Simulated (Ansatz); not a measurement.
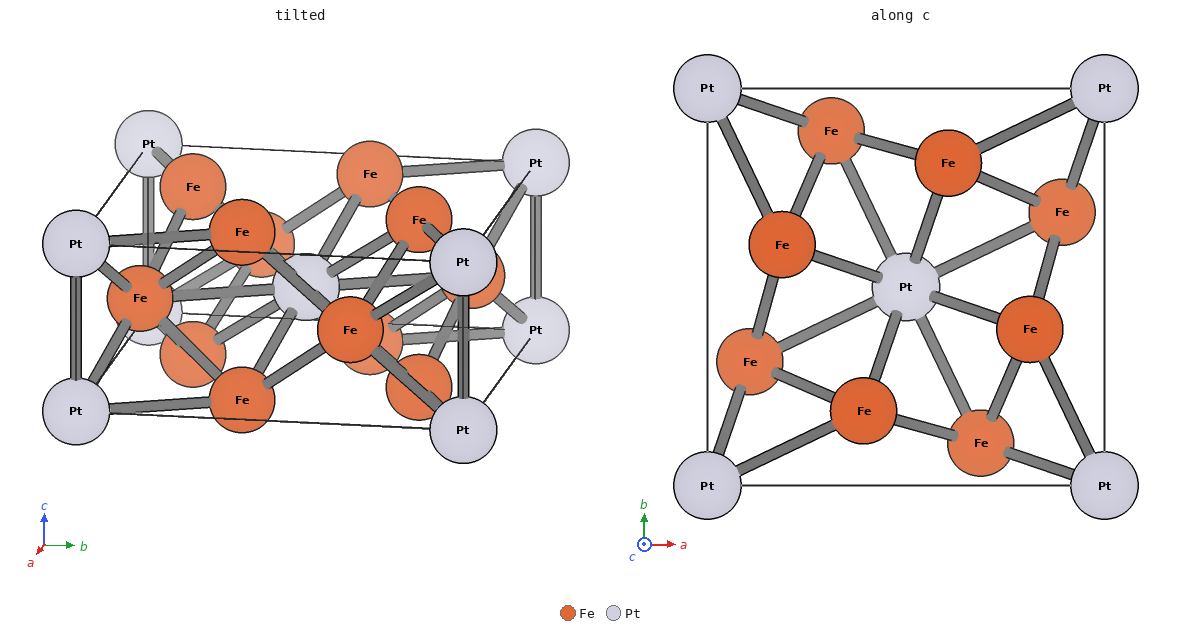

Ball-and-stick drawing of the structure, looking slightly off an axis and along the c axis. Thin lines show the conventional unit cell, with boundary atoms drawn in all their periodic places. Cell: a = 6.61 Å, b = 6.61 Å, c = 2.91 Å, α = 90.00°, β = 90.00°, γ = 90.00°.

Starting structure: a structure type filled with these elements by a generator (whether the compound takes this form wasn't checked). Earlier steps of the study, as a rule a relaxation of our own, may have changed the cell and positions, so they can lie some per cent off the listed ones. A calculation with Ansatz used it as input.

In words:

The formula is Fe4Pt. The symmetry is that of I4/m (No. 87), on a body-centred tetragonal lattice. Content of the cell: 8 Fe, 2 Pt (Z = 2).

Level of theory: Ansatz 0.2.0, DFT PBE, scalar-relativistic, plane waves, PAW. Settings were plane waves up to 420 eV, k-points about 0.17 Å⁻¹ apart, Gaussian smearing of 0.1 eV, collinear spins.

Which atoms carry magnetic moments in this run, and how do they order?

The state reached is ferromagnetic. Sizes: Fe 2.7 μB and Pt 0.5 μB; net moment 11.2 μB in the run's cell of 5 atoms.

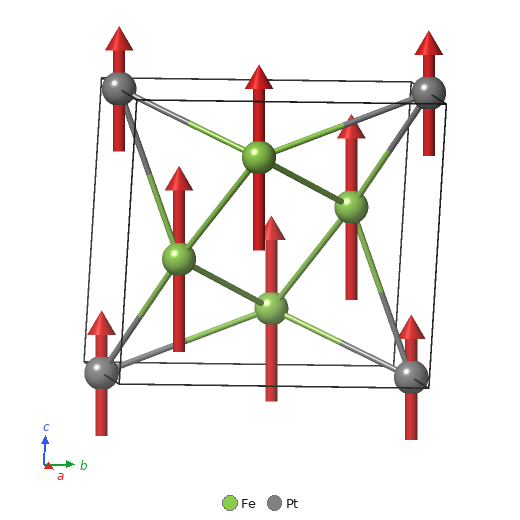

Site moments above 0.25 μB as arrows, small induced ones on non-metal atoms left out (red along the largest or up, blue against, purple across). The run's cell of 5 atoms is drawn in a reduced setting, so axes and origin can differ from the first picture.

Does it come out as a metal, or with a gap?

A metal: bands cross the Fermi level.

Give the Bader charge of each element.

Fe +0.23 e; Pt -0.91 e.

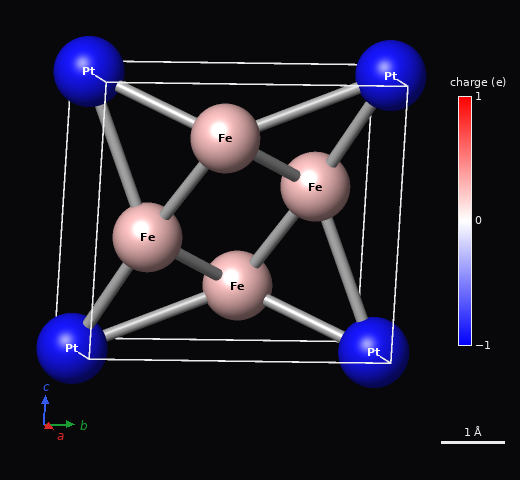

The atoms coloured by those charges. The run's cell of 5 atoms is drawn in a reduced setting, so axes and origin can differ from the first picture.

Can this geometry be taken as optimised?

Yes. All forces vanish to within 0.01 eV/Å. The pressure is 0.0 GPa, close to zero.
